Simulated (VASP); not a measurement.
Optical-spectrum calculation, with input and output: AgCl (part 3 of 4)

The same run, continued: AgCl (Fm-3m, 2 atoms in the cell); Kohn-Sham DFT of a periodic cell, r2SCAN with D3(BJ), spin-orbit coupling, VASP PAW PBE potentials, hard, no spin polarisation (VASP 6.6.1); cutoff 900 eV, 6×6×6 k-mesh, Gaussian smearing of 0.01 eV. The structure derives from an entry of the Crystallography Open Database.

Geometry of the input (Å; fractional positions):
```
0.0000  2.7350  2.7350
2.7350  0.0000  2.7350
2.7350  2.7350  0.0000
Ag 0.0000  0.0000  0.0000
Cl 0.5000  0.5000  0.5000
```

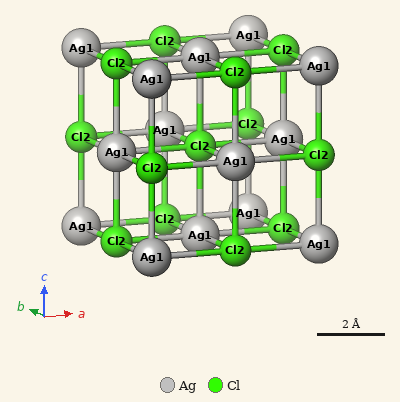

Fig. 1: The input geometry (ball-and-stick view of the cell 4 times as large as that of the calculation, set on its symmetry axes, seen slightly off an axis; atoms are numbered from 1 in the order of the input).

**Parts of OUTCAR, continued**
```
    61.77286     0.84192     0.84192     0.84192     0.00000    -0.00000    -0.00000
    62.51711     0.84693     0.84693     0.84693     0.00000    -0.00000    -0.00000
    63.26136     0.85161     0.85161     0.85161     0.00000    -0.00000    -0.00000
    64.00561     0.85601     0.85601     0.85601     0.00000    -0.00000    -0.00000
    64.74986     0.86019     0.86019     0.86019     0.00000    -0.00000    -0.00000
    65.49411     0.86414     0.86414     0.86414     0.00000    -0.00000    -0.00000
    66.23836     0.86791     0.86791     0.86791     0.00000    -0.00000    -0.00000
    66.98261     0.87150     0.87150     0.87150     0.00000    -0.00000    -0.00000
    67.72687     0.87492     0.87492     0.87492     0.00000    -0.00000    -0.00000
    68.47112     0.87819     0.87819     0.87819     0.00000    -0.00000    -0.00000
    69.21537     0.88132     0.88132     0.88132     0.00000    -0.00000    -0.00000
    69.95962     0.88432     0.88432     0.88432     0.00000    -0.00000    -0.00000
    70.70387     0.88719     0.88719     0.88719     0.00000    -0.00000    -0.00000
    71.44812     0.88995     0.88995     0.88995     0.00000    -0.00000    -0.00000
    72.19237     0.89260     0.89260     0.89260     0.00000    -0.00000    -0.00000
    72.93663     0.89514     0.89514     0.89514     0.00000    -0.00000    -0.00000
    73.68088     0.89759     0.89759     0.89759     0.00000    -0.00000    -0.00000

  frequency dependent IMAGINARY DIELECTRIC FUNCTION (independent particle, no local field effects) current-current
     E(ev)      X         Y         Z        XY        YZ        ZX
  --------------------------------------------------------------------------------------------------------------
     0.00000     0.00000     0.00000     0.00000    -0.00000    -0.00000    -0.00000
     0.74425    -0.00000    -0.00000    -0.00000    -0.00000    -0.00000     0.00000
     1.48850    -0.00000    -0.00000    -0.00000    -0.00000    -0.00000     0.00000
     2.23275     0.00000     0.00000     0.00000    -0.00000    -0.00000     0.00000
     2.97701    -0.00000    -0.00000    -0.00000    -0.00000    -0.00000     0.00000
     3.72126     0.00000     0.00000     0.00000    -0.00000    -0.00000    -0.00000
     4.46551     0.96248     0.96248     0.96248    -0.00000    -0.00000     0.00000
     5.20976     1.74803     1.74803     1.74803     0.00000     0.00000    -0.00000
     5.95401     4.45446     4.45446     4.45446     0.00000     0.00000    -0.00000
     6.69826     0.84984     0.84984     0.84984     0.00000    -0.00000     0.00000
     7.44251     0.94409     0.94409     0.94409     0.00000     0.00000     0.00000
     8.18676    14.59085    14.59085    14.59085    -0.00000    -0.00000     0.00000
     8.93102     1.36175     1.36175     1.36175     0.00000     0.00000    -0.00000
     9.67527     2.52727     2.52727     2.52727    -0.00000     0.00000     0.00000
    10.41952     2.84028     2.84028     2.84028     0.00000     0.00000     0.00000
    11.16377     1.40686     1.40686     1.40686    -0.00000    -0.00000     0.00000
    11.90802     1.46127     1.46127     1.46127    -0.00000     0.00000    -0.00000
    12.65227     4.68848     4.68848     4.68848     0.00000    -0.00000    -0.00000
    13.39652     2.31161     2.31161     2.31161    -0.00000     0.00000    -0.00000
    14.14077     2.77536     2.77536     2.77536     0.00000     0.00000     0.00000
    14.88503     1.63003     1.63003     1.63003     0.00000     0.00000     0.00000
    15.62928     1.71093     1.71093     1.71093     0.00000     0.00000     0.00000
    16.37353     1.09496     1.09496     1.09496    -0.00000    -0.00000    -0.00000
    17.11778     1.63219     1.63219     1.63219     0.00000     0.00000    -0.00000
    17.86203     1.50364     1.50364     1.50364    -0.00000    -0.00000     0.00000
    18.60628     0.79459     0.79459     0.79459     0.00000     0.00000    -0.00000
    19.35053     0.80868     0.80868     0.80868     0.00000     0.00000    -0.00000
    20.09478     1.30724     1.30724     1.30724    -0.00000    -0.00000     0.00000
    20.83904     1.36833     1.36833     1.36833     0.00000     0.00000     0.00000
    21.58329     0.90320     0.90320     0.90320    -0.00000    -0.00000     0.00000
    22.32754     0.29087     0.29087     0.29087    -0.00000     0.00000    -0.00000
    23.07179     0.34102     0.34102     0.34102    -0.00000    -0.00000     0.00000
    23.81604     0.34321     0.34321     0.34321    -0.00000     0.00000    -0.00000
    24.56029     0.61871     0.61871     0.61871    -0.00000    -0.00000     0.00000
    25.30454     0.50842     0.50842     0.50842    -0.00000    -0.00000     0.00000
    26.04879     0.38823     0.38823     0.38823    -0.00000    -0.00000     0.00000
    26.79305     0.24809     0.24809     0.24809     0.00000    -0.00000     0.00000
    27.53730     0.17009     0.17009     0.17009     0.00000     0.00000    -0.00000
    28.28155     0.45892     0.45892     0.45892    -0.00000    -0.00000    -0.00000
    29.02580     0.40376     0.40376     0.40376    -0.00000    -0.00000     0.00000
    29.77005     0.61634     0.61634     0.61634    -0.00000     0.00000    -0.00000
    30.51430     0.49602     0.49602     0.49602    -0.00000     0.00000    -0.00000
    31.25855     0.40678     0.40678     0.40678    -0.00000    -0.00000    -0.00000
    32.00280     0.49250     0.49250     0.49250     0.00000    -0.00000     0.00000
    32.74706     0.67717     0.67717     0.67717    -0.00000    -0.00000     0.00000
    33.49131     0.33618     0.33618     0.33618    -0.00000    -0.00000    -0.00000
    34.23556     0.19066     0.19066     0.19066    -0.00000     0.00000     0.00000
    34.97981     0.46650     0.46650     0.46650     0.00000     0.00000     0.00000
    35.72406     0.04504     0.04504     0.04504    -0.00000    -0.00000     0.00000
    36.46831     0.12188     0.12188     0.12188    -0.00000    -0.00000     0.00000
    37.21256     0.32487     0.32487     0.32487    -0.00000    -0.00000    -0.00000
    37.95682     0.08767     0.08767     0.08767     0.00000     0.00000     0.00000
    38.70107     0.17790     0.17790     0.17790    -0.00000    -0.00000     0.00000
    39.44532     0.56939     0.56939     0.56939    -0.00000    -0.00000     0.00000
    40.18957     0.18903     0.18903     0.18903     0.00000     0.00000    -0.00000
    40.93382     0.15488     0.15488     0.15488    -0.00000    -0.00000     0.00000
    41.67807     0.14075     0.14075     0.14075    -0.00000    -0.00000     0.00000
    42.42232     0.23109     0.23109     0.23109     0.00000     0.00000     0.00000
    43.16657     0.25391     0.25391     0.25391    -0.00000     0.00000     0.00000
    43.91083     0.14114     0.14114     0.14114     0.00000     0.00000     0.00000
    44.65508     0.27253     0.27253     0.27253     0.00000     0.00000     0.00000
    45.39933     0.36958     0.36958     0.36958    -0.00000     0.00000     0.00000
    46.14358     0.35287     0.35287     0.35287     0.00000     0.00000     0.00000
    46.88783     0.14890     0.14890     0.14890    -0.00000     0.00000     0.00000
    47.63208     0.01921     0.01921     0.01921     0.00000     0.00000     0.00000
    48.37633     0.04068     0.04068     0.04068    -0.00000     0.00000    -0.00000
    49.12058     0.00594     0.00594     0.00594     0.00000     0.00000    -0.00000
    49.86484     0.00022     0.00022     0.00022     0.00000     0.00000     0.00000
    50.60909     0.01596     0.01596     0.01596    -0.00000    -0.00000     0.00000
    51.35334     0.00024     0.00024     0.00024    -0.00000    -0.00000    -0.00000
    52.09759     0.00536     0.00536     0.00536     0.00000     0.00000    -0.00000
    52.84184     0.00000     0.00000     0.00000    -0.00000    -0.00000     0.00000
    53.58609     0.00530     0.00530     0.00530    -0.00000    -0.00000    -0.00000
    54.33034     0.00704     0.00704     0.00704     0.00000    -0.00000    -0.00000
    55.07459     0.00706     0.00706     0.00706    -0.00000    -0.00000     0.00000
    55.81885    -0.00000    -0.00000    -0.00000    -0.00000    -0.00000     0.00000
    56.56310     0.00330     0.00330     0.00330    -0.00000    -0.00000    -0.00000
    57.30735     0.00098     0.00098     0.00098     0.00000    -0.00000     0.00000
    58.05160     0.00117     0.00117     0.00117    -0.00000     0.00000     0.00000
    58.79585     0.00002     0.00002     0.00002     0.00000     0.00000    -0.00000
    59.54010     0.00144     0.00144     0.00144    -0.00000     0.00000    -0.00000
    60.28435     0.00169     0.00169     0.00169     0.00000     0.00000     0.00000
    61.02860    -0.00000    -0.00000    -0.00000    -0.00000    -0.00000     0.00000
    61.77286     0.00000     0.00000     0.00000     0.00000     0.00000    -0.00000
    62.51711    -0.00000    -0.00000    -0.00000    -0.00000    -0.00000     0.00000
    63.26136    -0.00000    -0.00000    -0.00000    -0.00000    -0.00000     0.00000
    64.00561    -0.00000    -0.00000    -0.00000    -0.00000    -0.00000     0.00000
    64.74986    -0.00000    -0.00000    -0.00000    -0.00000    -0.00000     0.00000
    65.49411    -0.00000    -0.00000    -0.00000    -0.00000    -0.00000     0.00000
    66.23836    -0.00000    -0.00000    -0.00000    -0.00000    -0.00000     0.00000
    66.98261    -0.00000    -0.00000    -0.00000    -0.00000    -0.00000     0.00000
    67.72687    -0.00000    -0.00000    -0.00000    -0.00000    -0.00000     0.00000
    68.47112    -0.00000    -0.00000    -0.00000    -0.00000    -0.00000     0.00000
    69.21537    -0.00000    -0.00000    -0.00000    -0.00000    -0.00000     0.00000
    69.95962    -0.00000    -0.00000    -0.00000    -0.00000    -0.00000     0.00000
    70.70387    -0.00000    -0.00000    -0.00000    -0.00000    -0.00000     0.00000
    71.44812    -0.00000    -0.00000    -0.00000    -0.00000    -0.00000     0.00000
    72.19237    -0.00000    -0.00000    -0.00000    -0.00000    -0.00000     0.00000
    72.93663    -0.00000    -0.00000    -0.00000    -0.00000    -0.00000     0.00000
    73.68088    -0.00000    -0.00000    -0.00000    -0.00000    -0.00000     0.00000

  frequency dependent      REAL DIELECTRIC FUNCTION (independent particle, no local field effects) current-current
     E(ev)        X           Y           Z          XY          YZ          ZX
  --------------------------------------------------------------------------------------------------------------
     0.00000     4.72323     4.72323     4.72323     0.00000    -0.00000     0.00000
     0.74425     4.76944     4.76944     4.76944     0.00000    -0.00000     0.00000
     1.48850     4.92184     4.92184     4.92184     0.00000    -0.00000     0.00000
     2.23275     5.22974     5.22974     5.22974     0.00000    -0.00000     0.00000
     2.97701     5.85854     5.85854     5.85854    -0.00000    -0.00000     0.00000
     3.72126     8.05862     8.05862     8.05862    -0.00000    -0.00000     0.00000
     4.46551     6.81071     6.81071     6.81071    -0.00000    -0.00000     0.00000
     5.20976     7.09234     7.09234     7.09234    -0.00000    -0.00000     0.00000
     5.95401     0.65184     0.65184     0.65184    -0.00000    -0.00000    -0.00000
     6.69826     1.37531     1.37531     1.37531    -0.00000    -0.00000    -0.00000
     7.44251     5.26472     5.26472     5.26472    -0.00000    -0.00000    -0.00000
     8.18676     2.94978     2.94978     2.94978     0.00000     0.00000    -0.00000
     8.93102    -0.56700    -0.56700    -0.56700     0.00000     0.00000     0.00000
     9.67527    -1.72849    -1.72849    -1.72849    -0.00000    -0.00000     0.00000
    10.41952     1.30864     1.30864     1.30864     0.00000     0.00000     0.00000
    11.16377    -0.02678    -0.02678    -0.02678     0.00000     0.00000    -0.00000
    11.90802     0.15087     0.15087     0.15087    -0.00000    -0.00000    -0.00000
    12.65227     0.03428     0.03428     0.03428    -0.00000    -0.00000    -0.00000
    13.39652    -0.81412    -0.81412    -0.81412    -0.00000    -0.00000     0.00000
    14.14077    -0.99260    -0.99260    -0.99260    -0.00000     0.00000    -0.00000
    14.88503     0.02828     0.02828     0.02828    -0.00000    -0.00000    -0.00000
    15.62928     0.83827     0.83827     0.83827    -0.00000    -0.00000    -0.00000
    16.37353     0.14236     0.14236     0.14236    -0.00000    -0.00000     0.00000
    17.11778     0.23814     0.23814     0.23814     0.00000     0.00000     0.00000
    17.86203    -0.15831    -0.15831    -0.15831    -0.00000    -0.00000    -0.00000
    18.60628     1.01723     1.01723     1.01723     0.00000     0.00000    -0.00000
    19.35053     0.78484     0.78484     0.78484     0.00000     0.00000    -0.00000
    20.09478     0.67310     0.67310     0.67310    -0.00000    -0.00000     0.00000
    20.83904     0.03324     0.03324     0.03324    -0.00000    -0.00000    -0.00000
    21.58329    -0.00406    -0.00406    -0.00406    -0.00000    -0.00000    -0.00000
    22.32754     0.26640     0.26640     0.26640    -0.00000    -0.00000    -0.00000
    23.07179     0.58704     0.58704     0.58704     0.00000     0.00000     0.00000
    23.81604     0.49627     0.49627     0.49627     0.00000     0.00000    -0.00000
    24.56029     0.40454     0.40454     0.40454     0.00000    -0.00000    -0.00000
    25.30454     0.75846     0.75846     0.75846     0.00000     0.00000     0.00000
    26.04879     0.56810     0.56810     0.56810    -0.00000    -0.00000     0.00000
    26.79305     0.62331     0.62331     0.62331     0.00000     0.00000    -0.00000
    27.53730     0.61728     0.61728     0.61728    -0.00000    -0.00000     0.00000
    28.28155     0.66026     0.66026     0.66026     0.00000     0.00000     0.00000
    29.02580     0.65107     0.65107     0.65107    -0.00000     0.00000    -0.00000
    29.77005     0.48464     0.48464     0.48464     0.00000     0.00000    -0.00000
    30.51430     0.76287     0.76287     0.76287     0.00000     0.00000    -0.00000
    31.25855     0.64856     0.64856     0.64856    -0.00000    -0.00000     0.00000
    32.00280     0.70971     0.70971     0.70971     0.00000     0.00000    -0.00000
    32.74706     0.65294     0.65294     0.65294    -0.00000    -0.00000     0.00000
    33.49131     0.58592     0.58592     0.58592    -0.00000    -0.00000    -0.00000
    34.23556     0.49862     0.49862     0.49862    -0.00000     0.00000    -0.00000
    34.97981     0.42301     0.42301     0.42301    -0.00000    -0.00000    -0.00000
    35.72406     0.50641     0.50641     0.50641    -0.00000    -0.00000     0.00000
    36.46831     0.51101     0.51101     0.51101    -0.00000     0.00000    -0.00000
    37.21256     0.55502     0.55502     0.55502     0.00000     0.00000    -0.00000
    37.95682     0.52191     0.52191     0.52191    -0.00000    -0.00000    -0.00000
    38.70107     0.56555     0.56555     0.56555     0.00000     0.00000    -0.00000
    39.44532     0.59526     0.59526     0.59526    -0.00000    -0.00000    -0.00000
    40.18957     0.61719     0.61719     0.61719    -0.00000    -0.00000    -0.00000
    40.93382     0.72485     0.72485     0.72485    -0.00000    -0.00000    -0.00000
    41.67807     0.51132     0.51132     0.51132     0.00000     0.00000    -0.00000
    42.42232     0.66341     0.66341     0.66341     0.00000     0.00000    -0.00000
    43.16657     0.70542     0.70542     0.70542    -0.00000     0.00000    -0.00000
    43.91083     0.65158     0.65158     0.65158    -0.00000    -0.00000    -0.00000
    44.65508     0.65640     0.65640     0.65640    -0.00000    -0.00000     0.00000
    45.39933     0.63805     0.63805     0.63805    -0.00000    -0.00000     0.00000
    46.14358     0.64892     0.64892     0.64892    -0.00000    -0.00000    -0.00000
    46.88783     0.52355     0.52355     0.52355    -0.00000    -0.00000    -0.00000
    47.63208     0.59083     0.59083     0.59083    -0.00000    -0.00000    -0.00000
    48.37633     0.62193     0.62193     0.62193    -0.00000     0.00000    -0.00000
    49.12058     0.65921     0.65921     0.65921    -0.00000    -0.00000    -0.00000
    49.86484     0.68787     0.68787     0.68787    -0.00000    -0.00000    -0.00000
    50.60909     0.70663     0.70663     0.70663    -0.00000    -0.00000    -0.00000
    51.35334     0.72649     0.72649     0.72649    -0.00000    -0.00000    -0.00000
    52.09759     0.74280     0.74280     0.74280    -0.00000     0.00000    -0.00000
    52.84184     0.75272     0.75272     0.75272    -0.00000    -0.00000    -0.00000
    53.58609     0.76773     0.76773     0.76773    -0.00000    -0.00000    -0.00000
    54.33034     0.77491     0.77491     0.77491    -0.00000    -0.00000    -0.00000
    55.07459     0.78492     0.78492     0.78492    -0.00000    -0.00000    -0.00000
    55.81885     0.79028     0.79028     0.79028    -0.00000    -0.00000    -0.00000
    56.56310     0.79975     0.79975     0.79975    -0.00000    -0.00000    -0.00000
    57.30735     0.80697     0.80697     0.80697    -0.00000     0.00000    -0.00000
    58.05160     0.81153     0.81153     0.81153    -0.00000    -0.00000    -0.00000
    58.79585     0.82383     0.82383     0.82383    -0.00000    -0.00000    -0.00000
    59.54010     0.82399     0.82399     0.82399    -0.00000    -0.00000    -0.00000
    60.28435     0.83047     0.83047     0.83047    -0.00000    -0.00000    -0.00000
    61.02860     0.83647     0.83647     0.83647    -0.00000    -0.00000    -0.00000
    61.77286     0.84194     0.84194     0.84194    -0.00000    -0.00000    -0.00000
    62.51711     0.84694     0.84694     0.84694    -0.00000    -0.00000    -0.00000
    63.26136     0.85162     0.85162     0.85162    -0.00000    -0.00000    -0.00000
    64.00561     0.85603     0.85603     0.85603    -0.00000    -0.00000    -0.00000
    64.74986     0.86020     0.86020     0.86020    -0.00000    -0.00000    -0.00000
    65.49411     0.86416     0.86416     0.86416    -0.00000    -0.00000    -0.00000
    66.23836     0.86792     0.86792     0.86792    -0.00000    -0.00000    -0.00000
    66.98261     0.87151     0.87151     0.87151    -0.00000    -0.00000    -0.00000
    67.72687     0.87493     0.87493     0.87493    -0.00000    -0.00000    -0.00000
    68.47112     0.87820     0.87820     0.87820    -0.00000    -0.00000    -0.00000
    69.21537     0.88133     0.88133     0.88133    -0.00000    -0.00000    -0.00000
    69.95962     0.88433     0.88433     0.88433    -0.00000    -0.00000    -0.00000
    70.70387     0.88720     0.88720     0.88720    -0.00000    -0.00000    -0.00000
    71.44812     0.88996     0.88996     0.88996    -0.00000    -0.00000    -0.00000
    72.19237     0.89261     0.89261     0.89261    -0.00000    -0.00000    -0.00000
    72.93663     0.89515     0.89515     0.89515    -0.00000    -0.00000    -0.00000
    73.68088     0.89760     0.89760     0.89760    -0.00000    -0.00000    -0.00000

 Spin-Orbit-Coupling matrix elements

 Ion:    1  E_soc:     -0.0360394
 l=   1
     0.0000000    -0.0007879    -0.0007879
    -0.0007879     0.0000000    -0.0007879
    -0.0007879    -0.0007879     0.0000000
 l=   2
     0.0000000    -0.0010711     0.0000000    -0.0010711    -0.0041475
    -0.0010711     0.0000000    -0.0031106    -0.0010711    -0.0010369
     0.0000000    -0.0031106     0.0000000    -0.0031106     0.0000000
    -0.0010711    -0.0010711    -0.0031106     0.0000000    -0.0010369
    -0.0041475    -0.0010369     0.0000000    -0.0010369     0.0000000
 l=   3
     0.0000000     0.0000000     0.0000000     0.0000000     0.0000000     0.0000000     0.0000000
     0.0000000     0.0000000     0.0000000     0.0000000     0.0000000     0.0000000     0.0000000
     0.0000000     0.0000000     0.0000000     0.0000000     0.0000000     0.0000000     0.0000000
     0.0000000     0.0000000     0.0000000     0.0000000     0.0000000     0.0000000     0.0000000
     0.0000000     0.0000000     0.0000000     0.0000000     0.0000000     0.0000000     0.0000000
     0.0000000     0.0000000     0.0000000     0.0000000     0.0000000     0.0000000     0.0000000
     0.0000000     0.0000000     0.0000000     0.0000000     0.0000000     0.0000000     0.0000000
```
